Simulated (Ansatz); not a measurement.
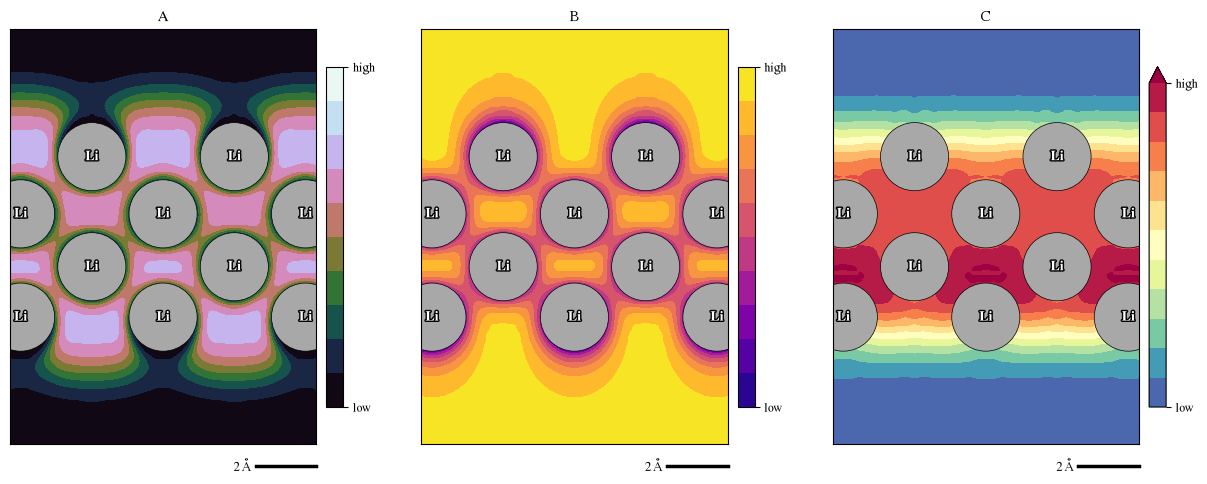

Li (slab): 3 fields on the (11̄0) plane of the calculation cell, a cut from vacuum to vacuum, with unlabelled colour scales. Grey discs cover the atomic cores.

Method: DFT PBE+D3(BJ), scalar-relativistic, plane waves, PAW (Ansatz 0.2.0).

### Match the panels to the quantities (electron localisation function, electrostatic potential energy of an electron and valence pseudo-density).

Panel A: electron localisation function. Panel B: electrostatic potential energy of an electron (low next to the atoms, rising into the space between them). Panel C: valence pseudo-density. From the grid: Li–Li (2.88 Å): ρ at the midpoint is about 0.06 e/Å³; the ELF reaches about 0.60 near the midpoint. Li–Li (2.93 Å): the density is about 0.06 e/Å³ at the midpoint; the ELF is about 0.50 at the midpoint.
